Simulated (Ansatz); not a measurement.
# TaN: geometry relaxation (part 4 of 4)

TaN (slab, 40 atoms in the cell); DFT PBEsol, scalar-relativistic, plane waves, PAW, no spin polarisation (Ansatz 0.2.0); cutoff 420 eV, 3×8×1 k-mesh, Gaussian smearing of 0.1 eV. The structure derives from an entry of the Crystallography Open Database. The input holds or restrains some coordinates. Forces given for the steps count only the free coordinates. It belongs to a series of runs on one base structure; here: stripe over 1 of 3 cells, two steps.

## Trajectory as extended XYZ, continued
```
40
Lattice="13.1271 0.0000 0.0000 0.0000 4.3757 0.0000 0.0000 0.0000 18.5635" Properties=species:S:1:pos:R:3:forces:R:3 step=4 energy=-203728.03729
Ta    2.1878    0.0000    1.5000   -0.0891   0.0000   1.8765
N     0.0000    0.0000    1.5000   -0.4271   0.0000  -2.1446
Ta    2.0697    2.1878    3.6156   -0.2700   0.0000   0.2763
N    -0.1014    2.1878    3.6514   -0.2536   0.0000   0.1844
Ta    0.1182    0.0000    3.6156    0.2700   0.0000   0.2763
N     2.2892    0.0000    3.6514    0.2536   0.0000   0.1844
Ta    0.0000    2.1878    1.5000    0.0891   0.0000   1.8765
N     2.1878    2.1878    1.5000    0.4271   0.0000  -2.1446
Ta    6.5635    0.0000    1.5000   -0.0353   0.0000   1.0728
N     4.3757    0.0000    1.5000   -0.0095   0.0000  -1.2662
Ta    6.4701    2.1878    3.7107    0.2638   0.0000  -0.1889
N     4.2825    2.1878    3.6306   -0.5102   0.0000   0.0117
Ta    4.4478    0.0000    3.7085    0.2568   0.0000   0.0791
N     6.6588    0.0000    3.6235    0.1171   0.0000   0.1543
Ta    4.3757    2.1878    1.5000    0.0428   0.0000   1.5422
N     6.5635    2.1878    1.5000   -0.0969   0.0000  -0.9153
Ta   10.9392    0.0000    1.5000   -0.0428   0.0000   1.5422
N     8.7514    0.0000    1.5000    0.0969   0.0000  -0.9153
Ta   10.8671    2.1878    3.7085   -0.2568   0.0000   0.0791
N     8.6561    2.1878    3.6235   -0.1171   0.0000   0.1543
Ta    8.8448    0.0000    3.7107   -0.2638   0.0000  -0.1889
N    11.0324    0.0000    3.6306    0.5102   0.0000   0.0117
Ta    8.7514    2.1878    1.5000    0.0353   0.0000   1.0728
N    10.9392    2.1878    1.5000    0.0095   0.0000  -1.2662
Ta    2.4612    0.0000    5.9687   -0.2558   0.0000  -0.2712
N     0.0219    0.0000    5.7939   -0.2608   0.0000   0.2727
Ta   -0.2734    2.1878    5.9687    0.2558   0.0000  -0.2712
N     2.1659    2.1878    5.7939    0.2608   0.0000   0.2727
Ta    6.6129    0.0000    5.7489   -0.0193   0.0000  -0.0101
N     4.5435    0.0000    6.0461   -0.2573   0.0000  -0.1871
Ta    4.5552    2.1878    5.7981   -0.4695   0.0000   0.1633
N     6.6107    2.1878    6.1895    0.1186   0.0000  -0.3807
Ta   10.7598    0.0000    5.7981    0.4695   0.0000   0.1633
N     8.7042    0.0000    6.1895   -0.1186   0.0000  -0.3807
Ta    8.7020    2.1878    5.7489    0.0193   0.0000  -0.0101
N    10.7714    2.1878    6.0461    0.2573   0.0000  -0.1871
Ta    2.0397    2.1878    7.8459    0.2948   0.0000  -0.4143
N    -0.0163    2.1878    8.0964    0.2269   0.0000   0.1475
Ta    0.1481    0.0000    7.8459   -0.2948   0.0000  -0.4143
N     2.2041    0.0000    8.0964   -0.2269   0.0000   0.1475
40
Lattice="13.1271 0.0000 0.0000 0.0000 4.3757 0.0000 0.0000 0.0000 18.5635" Properties=species:S:1:pos:R:3:forces:R:3 step=5 energy=-203728.19614
Ta    2.1878    0.0000    1.5000   -0.0936   0.0000   1.9557
N     0.0000    0.0000    1.5000   -0.4335   0.0000  -2.0159
Ta    2.0469    2.1878    3.6245   -0.0689   0.0000   0.0581
N    -0.1203    2.1878    3.6556   -0.2945   0.0000  -0.0128
Ta    0.1410    0.0000    3.6245    0.0689   0.0000   0.0581
N     2.3081    0.0000    3.6556    0.2945   0.0000  -0.0128
Ta    0.0000    2.1878    1.5000    0.0936   0.0000   1.9557
N     2.1878    2.1878    1.5000    0.4335   0.0000  -2.0159
Ta    6.5635    0.0000    1.5000   -0.0413   0.0000   1.1267
N     4.3757    0.0000    1.5000   -0.0037   0.0000  -1.3252
Ta    6.4631    2.1878    3.6950    0.0560   0.0000  -0.0303
N     4.2530    2.1878    3.6316   -0.2820   0.0000  -0.0093
Ta    4.4617    0.0000    3.7057    0.1057   0.0000   0.0366
N     6.6693    0.0000    3.6214    0.2112   0.0000   0.1379
Ta    4.3757    2.1878    1.5000    0.0689   0.0000   1.6215
N     6.5635    2.1878    1.5000   -0.0948   0.0000  -1.0825
Ta   10.9392    0.0000    1.5000   -0.0689   0.0000   1.6215
N     8.7514    0.0000    1.5000    0.0948   0.0000  -1.0825
Ta   10.8532    2.1878    3.7057   -0.1057   0.0000   0.0366
N     8.6456    2.1878    3.6214   -0.2112   0.0000   0.1379
Ta    8.8518    0.0000    3.6950   -0.0560   0.0000  -0.0303
N    11.0619    0.0000    3.6316    0.2820   0.0000  -0.0093
Ta    8.7514    2.1878    1.5000    0.0413   0.0000   1.1267
N    10.9392    2.1878    1.5000    0.0037   0.0000  -1.3252
Ta    2.4366    0.0000    5.9480   -0.1689   0.0000  -0.1302
N     0.0113    0.0000    5.7892   -0.0995   0.0000   0.2123
Ta   -0.2488    2.1878    5.9480    0.1689   0.0000  -0.1302
N     2.1765    2.1878    5.7892    0.0995   0.0000   0.2123
Ta    6.6018    0.0000    5.7410   -0.0941   0.0000  -0.0989
N     4.5176    0.0000    6.0236   -0.0639   0.0000  -0.0997
Ta    4.5275    2.1878    5.7990   -0.1982   0.0000  -0.0028
N     6.6056    2.1878    6.1321    0.1536   0.0000  -0.1993
Ta   10.7874    0.0000    5.7990    0.1982   0.0000  -0.0028
N     8.7093    0.0000    6.1321   -0.1536   0.0000  -0.1993
Ta    8.7131    2.1878    5.7410    0.0941   0.0000  -0.0989
N    10.7973    2.1878    6.0236    0.0639   0.0000  -0.0997
Ta    2.0631    2.1878    7.8340   -0.0592   0.0000  -0.2773
N     0.0079    2.1878    8.0832    0.0271   0.0000   0.1348
Ta    0.1247    0.0000    7.8340    0.0592   0.0000  -0.2773
N     2.1799    0.0000    8.0832   -0.0271   0.0000   0.1348
40
Lattice="13.1271 0.0000 0.0000 0.0000 4.3757 0.0000 0.0000 0.0000 18.5635" Properties=species:S:1:pos:R:3:forces:R:3 step=6 energy=-203728.25736
Ta    2.1878    0.0000    1.5000   -0.1049   0.0000   1.9779
N     0.0000    0.0000    1.5000   -0.4321   0.0000  -1.9103
Ta    1.9944    2.1878    3.6272    0.6556   0.0000  -0.0270
N    -0.1807    2.1878    3.6482   -0.0266   0.0000  -0.1888
Ta    0.1934    0.0000    3.6272   -0.6556   0.0000  -0.0270
N     2.3686    0.0000    3.6482    0.0266   0.0000  -0.1888
Ta    0.0000    2.1878    1.5000    0.1049   0.0000   1.9779
N     2.1878    2.1878    1.5000    0.4321   0.0000  -1.9103
Ta    6.5635    0.0000    1.5000   -0.1356   0.0000   1.2942
N     4.3757    0.0000    1.5000    0.0079   0.0000  -1.4362
Ta    6.4288    2.1878    3.6696    0.2853   0.0000   0.0093
N     4.1886    2.1878    3.6235   -0.0029   0.0000  -0.0399
Ta    4.5036    0.0000    3.6962   -0.3401   0.0000  -0.1306
N     6.7187    0.0000    3.6131    0.2571   0.0000   0.0967
Ta    4.3757    2.1878    1.5000    0.0754   0.0000   1.7459
N     6.5635    2.1878    1.5000   -0.1168   0.0000  -1.3768
Ta   10.9392    0.0000    1.5000   -0.0754   0.0000   1.7459
N     8.7514    0.0000    1.5000    0.1168   0.0000  -1.3768
Ta   10.8113    2.1878    3.6962    0.3401   0.0000  -0.1306
N     8.5962    2.1878    3.6131   -0.2571   0.0000   0.0967
Ta    8.8861    0.0000    3.6696   -0.2853   0.0000   0.0093
N    11.1264    0.0000    3.6235    0.0029   0.0000  -0.0399
Ta    8.7514    2.1878    1.5000    0.1356   0.0000   1.2942
N    10.9392    2.1878    1.5000   -0.0079   0.0000  -1.4362
Ta    2.4272    0.0000    5.9162   -0.2075   0.0000  -0.0012
N     0.0031    0.0000    5.7765    0.0321   0.0000   0.1121
Ta   -0.2393    2.1878    5.9162    0.2075   0.0000  -0.0012
N     2.1847    2.1878    5.7765   -0.0321   0.0000   0.1121
Ta    6.5829    0.0000    5.7115   -0.1117   0.0000  -0.0681
N     4.4974    0.0000    5.9912    0.0551   0.0000   0.0312
Ta    4.5128    2.1878    5.7770   -0.0206   0.0000  -0.0739
N     6.6162    2.1878    6.0545    0.0111   0.0000  -0.0110
Ta   10.8021    0.0000    5.7770    0.0206   0.0000  -0.0739
N     8.6987    0.0000    6.0545   -0.0111   0.0000  -0.0110
Ta    8.7320    2.1878    5.7115    0.1117   0.0000  -0.0681
N    10.8176    2.1878    5.9912   -0.0551   0.0000   0.0312
Ta    2.0633    2.1878    7.8069    0.0017   0.0000  -0.0519
N     0.0163    2.1878    8.0636   -0.0347   0.0000   0.0490
Ta    0.1245    0.0000    7.8069   -0.0017   0.0000  -0.0519
N     2.1716    0.0000    8.0636    0.0347   0.0000   0.0490
40
Lattice="13.1271 0.0000 0.0000 0.0000 4.3757 0.0000 0.0000 0.0000 18.5635" Properties=species:S:1:pos:R:3:forces:R:3 step=7 energy=-203728.29896
Ta    2.1878    0.0000    1.5000   -0.1195   0.0000   1.8633
N     0.0000    0.0000    1.5000   -0.4140   0.0000  -1.9513
Ta    2.0198    2.1878    3.6245    0.1252   0.0000   0.0316
N    -0.1720    2.1878    3.6317   -0.0455   0.0000   0.0019
Ta    0.1681    0.0000    3.6245   -0.1252   0.0000   0.0316
N     2.3598    0.0000    3.6317    0.0455   0.0000   0.0019
Ta    0.0000    2.1878    1.5000    0.1195   0.0000   1.8633
N     2.1878    2.1878    1.5000    0.4140   0.0000  -1.9513
Ta    6.5635    0.0000    1.5000   -0.1884   0.0000   1.3535
N     4.3757    0.0000    1.5000   -0.0417   0.0000  -1.5149
Ta    6.4339    2.1878    3.6711    0.1639   0.0000  -0.0110
N     4.1993    2.1878    3.6145   -0.1176   0.0000   0.0395
Ta    4.4952    0.0000    3.6853   -0.1176   0.0000  -0.0201
N     6.7281    0.0000    3.6157    0.1006   0.0000   0.0391
Ta    4.3757    2.1878    1.5000    0.0814   0.0000   1.6251
N     6.5635    2.1878    1.5000   -0.1138   0.0000  -1.3838
Ta   10.9392    0.0000    1.5000   -0.0814   0.0000   1.6251
N     8.7514    0.0000    1.5000    0.1138   0.0000  -1.3838
Ta   10.8197    2.1878    3.6853    0.1176   0.0000  -0.0201
N     8.5868    2.1878    3.6157   -0.1006   0.0000   0.0391
Ta    8.8810    0.0000    3.6711   -0.1639   0.0000  -0.0110
N    11.1156    0.0000    3.6145    0.1176   0.0000   0.0395
Ta    8.7514    2.1878    1.5000    0.1884   0.0000   1.3535
N    10.9392    2.1878    1.5000    0.0417   0.0000  -1.5149
Ta    2.3982    0.0000    5.9164   -0.0242   0.0000  -0.0205
N     0.0009    0.0000    5.7875    0.0300   0.0000  -0.0208
Ta   -0.2103    2.1878    5.9164    0.0242   0.0000  -0.0205
N     2.1869    2.1878    5.7875   -0.0300   0.0000  -0.0208
Ta    6.5710    0.0000    5.7062   -0.0589   0.0000  -0.0325
N     4.4827    0.0000    5.9844   -0.0055   0.0000   0.0224
Ta    4.5094    2.1878    5.7675    0.0003   0.0000  -0.0297
N     6.6199    2.1878    6.0389   -0.0276   0.0000   0.0376
Ta   10.8055    0.0000    5.7675   -0.0003   0.0000  -0.0297
N     8.6951    0.0000    6.0389    0.0276   0.0000   0.0376
Ta    8.7439    2.1878    5.7062    0.0589   0.0000  -0.0325
N    10.8322    2.1878    5.9844    0.0055   0.0000   0.0224
Ta    2.0621    2.1878    7.8149    0.0349   0.0000  -0.0002
N     0.0135    2.1878    8.0729   -0.0386   0.0000  -0.0302
Ta    0.1258    0.0000    7.8149   -0.0349   0.0000  -0.0002
N     2.1743    0.0000    8.0729    0.0386   0.0000  -0.0302
40
Lattice="13.1271 0.0000 0.0000 0.0000 4.3757 0.0000 0.0000 0.0000 18.5635" Properties=species:S:1:pos:R:3:forces:R:3 step=8 energy=-203728.30475
Ta    2.1878    0.0000    1.5000   -0.1266   0.0000   1.8204
N     0.0000    0.0000    1.5000   -0.4120   0.0000  -1.9615
Ta    2.0222    2.1878    3.6247    0.0335   0.0000  -0.0017
N    -0.1753    2.1878    3.6258   -0.0160   0.0000   0.0121
Ta    0.1656    0.0000    3.6247   -0.0335   0.0000  -0.0017
N     2.3632    0.0000    3.6258    0.0160   0.0000   0.0121
Ta    0.0000    2.1878    1.5000    0.1266   0.0000   1.8204
N     2.1878    2.1878    1.5000    0.4120   0.0000  -1.9615
Ta    6.5635    0.0000    1.5000   -0.2117   0.0000   1.4188
N     4.3757    0.0000    1.5000   -0.0562   0.0000  -1.5353
Ta    6.4385    2.1878    3.6716    0.0339   0.0000  -0.0242
N     4.1899    2.1878    3.6169   -0.0330   0.0000  -0.0095
Ta    4.4924    0.0000    3.6825   -0.0083   0.0000  -0.0085
N     6.7350    0.0000    3.6204    0.0467   0.0000   0.0042
Ta    4.3757    2.1878    1.5000    0.1057   0.0000   1.6603
N     6.5635    2.1878    1.5000   -0.1049   0.0000  -1.3938
Ta   10.9392    0.0000    1.5000   -0.1057   0.0000   1.6603
N     8.7514    0.0000    1.5000    0.1049   0.0000  -1.3938
Ta   10.8225    2.1878    3.6825    0.0083   0.0000  -0.0085
N     8.5799    2.1878    3.6204   -0.0467   0.0000   0.0042
Ta    8.8764    0.0000    3.6716   -0.0339   0.0000  -0.0242
N    11.1250    0.0000    3.6169    0.0330   0.0000  -0.0095
Ta    8.7514    2.1878    1.5000    0.2117   0.0000   1.4188
N    10.9392    2.1878    1.5000    0.0562   0.0000  -1.5353
Ta    2.3929    0.0000    5.9063    0.0008   0.0000   0.0038
N     0.0092    0.0000    5.7820   -0.0257   0.0000   0.0260
Ta   -0.2051    2.1878    5.9063   -0.0008   0.0000   0.0038
N     2.1786    2.1878    5.7820    0.0257   0.0000   0.0260
Ta    6.5633    0.0000    5.7072    0.0202   0.0000  -0.0141
N     4.4784    0.0000    5.9832   -0.0064   0.0000   0.0095
Ta    4.5082    2.1878    5.7638    0.0129   0.0000   0.0004
N     6.6191    2.1878    6.0419   -0.0048   0.0000   0.0003
Ta   10.8067    0.0000    5.7638   -0.0129   0.0000   0.0004
N     8.6959    0.0000    6.0419    0.0048   0.0000   0.0003
Ta    8.7516    2.1878    5.7072   -0.0202   0.0000  -0.0141
N    10.8365    2.1878    5.9832    0.0064   0.0000   0.0095
Ta    2.0645    2.1878    7.8083   -0.0149   0.0000  -0.0141
N     0.0130    2.1878    8.0617   -0.0301   0.0000   0.0070
Ta    0.1234    0.0000    7.8083    0.0149   0.0000  -0.0141
N     2.1748    0.0000    8.0617    0.0301   0.0000   0.0070
40
Lattice="13.1271 0.0000 0.0000 0.0000 4.3757 0.0000 0.0000 0.0000 18.5635" Properties=species:S:1:pos:R:3:forces:R:3 step=9 energy=-203728.30575
Ta    2.1878    0.0000    1.5000   -0.1301   0.0000   1.8426
N     0.0000    0.0000    1.5000   -0.4032   0.0000  -1.9585
Ta    2.0227    2.1878    3.6255   -0.0048   0.0000   0.0036
N    -0.1777    2.1878    3.6282    0.0077   0.0000  -0.0109
Ta    0.1651    0.0000    3.6255    0.0048   0.0000   0.0036
N     2.3655    0.0000    3.6282   -0.0077   0.0000  -0.0109
Ta    0.0000    2.1878    1.5000    0.1301   0.0000   1.8426
N     2.1878    2.1878    1.5000    0.4032   0.0000  -1.9585
Ta    6.5635    0.0000    1.5000   -0.2445   0.0000   1.4362
N     4.3757    0.0000    1.5000   -0.0649   0.0000  -1.5452
Ta    6.4379    2.1878    3.6673    0.0111   0.0000   0.0025
N     4.1847    2.1878    3.6150   -0.0041   0.0000   0.0072
Ta    4.4926    0.0000    3.6810    0.0105   0.0000  -0.0121
N     6.7420    0.0000    3.6190    0.0016   0.0000   0.0075
Ta    4.3757    2.1878    1.5000    0.0974   0.0000   1.6613
N     6.5635    2.1878    1.5000   -0.1061   0.0000  -1.4336
Ta   10.9392    0.0000    1.5000   -0.0974   0.0000   1.6613
N     8.7514    0.0000    1.5000    0.1061   0.0000  -1.4336
Ta   10.8223    2.1878    3.6810   -0.0105   0.0000  -0.0121
N     8.5729    2.1878    3.6190   -0.0016   0.0000   0.0075
Ta    8.8770    0.0000    3.6673   -0.0111   0.0000   0.0025
N    11.1302    0.0000    3.6150    0.0041   0.0000   0.0072
Ta    8.7514    2.1878    1.5000    0.2445   0.0000   1.4362
N    10.9392    2.1878    1.5000    0.0649   0.0000  -1.5452
Ta    2.3922    0.0000    5.9088    0.0023   0.0000  -0.0012
N     0.0043    0.0000    5.7844   -0.0016   0.0000   0.0060
Ta   -0.2043    2.1878    5.9088   -0.0023   0.0000  -0.0012
N     2.1835    2.1878    5.7844    0.0016   0.0000   0.0060
Ta    6.5643    0.0000    5.7035   -0.0127   0.0000  -0.0104
N     4.4776    0.0000    5.9826   -0.0001   0.0000   0.0064
Ta    4.5113    2.1878    5.7600   -0.0022   0.0000   0.0018
N     6.6205    2.1878    6.0388   -0.0099   0.0000   0.0066
Ta   10.8036    0.0000    5.7600    0.0022   0.0000   0.0018
N     8.6944    0.0000    6.0388    0.0099   0.0000   0.0066
Ta    8.7506    2.1878    5.7035    0.0127   0.0000  -0.0104
N    10.8373    2.1878    5.9826    0.0001   0.0000   0.0064
Ta    2.0628    2.1878    7.8100    0.0031   0.0000  -0.0019
N     0.0095    2.1878    8.0650    0.0117   0.0000  -0.0079
Ta    0.1251    0.0000    7.8100   -0.0031   0.0000  -0.0019
N     2.1783    0.0000    8.0650   -0.0117   0.0000  -0.0079
```

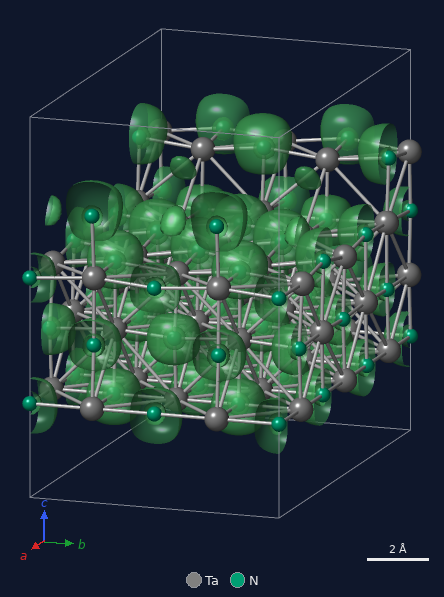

Figure 1. Isosurface of the electron localisation function at 0.6 (green), seen slightly off an axis. Only the valence region is drawn (cores and ρ < 0.01 e/Å³ removed). Sticks mark near contacts. Profiles from the grid: Ta–N (2.03 Å): the ELF peaks at about 0.80 in the valence shell of N, 0.6 Å from its nucleus, and drops to about 0.25 between the two atoms (a polar contact without a shared pair, in a metal). Ta–Ta (2.84 Å): the ELF is about 0.35 at the midpoint (no shared electron pair). Core electrons are frozen (PAW), so the fields are smoothed inside the atomic spheres.

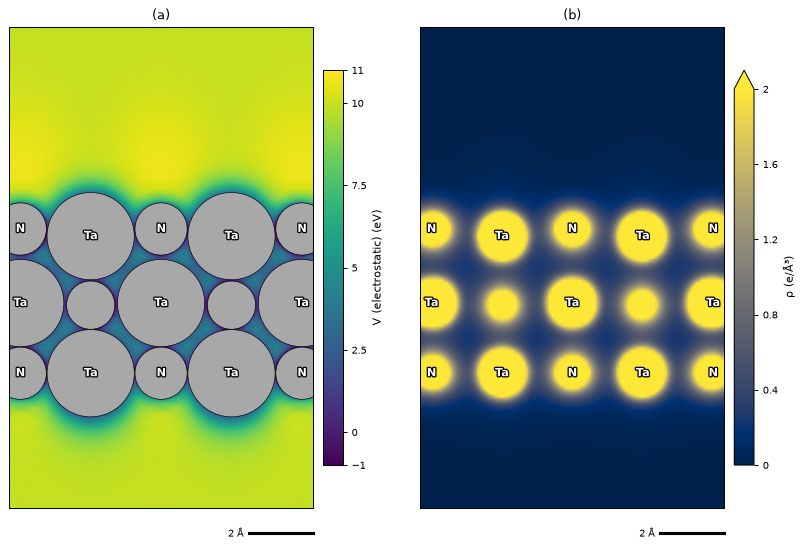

Figure 2. (a) electrostatic potential (local pseudopotential plus Hartree) felt by an electron; (b) valence charge density (pseudo) on the (100) plane of the calculation cell, a cut from vacuum to vacuum. Grey discs, where drawn, cover atomic cores. Atoms in the plane: N and Ta. Ta–N (2.18 Å): ρ at the midpoint is about 0.59 e/Å³. Ta–N (2.18 Å): ρ is about 0.59 e/Å³ halfway. The density dies away to nearly zero in the vacuum.

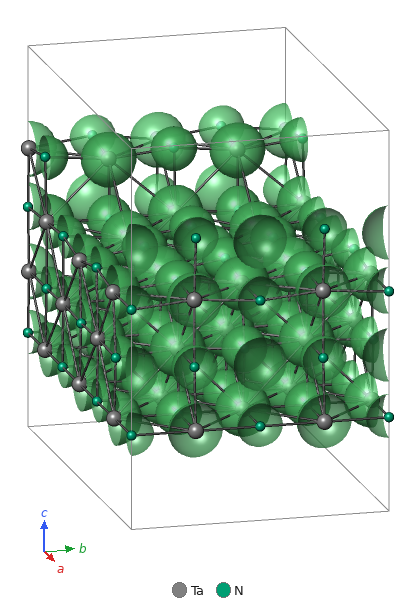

Figure 3. Isosurface of the valence pseudo-density at 1 e/Å³ (green), seen slightly off an axis. Sticks mark near contacts. At this value the density breaks into separate islands; it holds about 65 % of the electrons treated as valence (semicore included). It is pinched off along the Ta–N (2.03 Å), Ta–Ta (2.84 Å), Ta–N (2.09 Å) and Ta–N (2.13 Å) contacts. On the grid the lowest density along these lines, outside the cores, is 0.83 e/Å³ (Ta–N, 2.03 Å), 0.35 e/Å³ (Ta–Ta, 2.84 Å), 0.72 e/Å³ (Ta–N, 2.09 Å) and 0.66 e/Å³ (Ta–N, 2.13 Å).

## Results in brief

- outcome: converged under the restraints of the input
- electrons treated: 360
- free energy: −203728.3057 eV
- Fermi energy: 6.283 eV
- gap on the k-point mesh: none (metallic)
- final volume: 1066.29 Å³
- largest force (length of the vector) at the end, held atoms and coordinates included: 2.000 eV/Å
- hardware: 4 threads of Intel Xeon (Granite Rapids), 32 GiB of memory available, shared host
- wall time: 7 min (CPU time 28 min)
- peak memory: 4.9 GiB

## Remarks

Warnings of the run: the density in the vacuum is higher than it should be, so vacuum levels may be off; the exchange-correlation potential is rough where the density is thin. Spin–orbit coupling is left out, which matters for Ta.
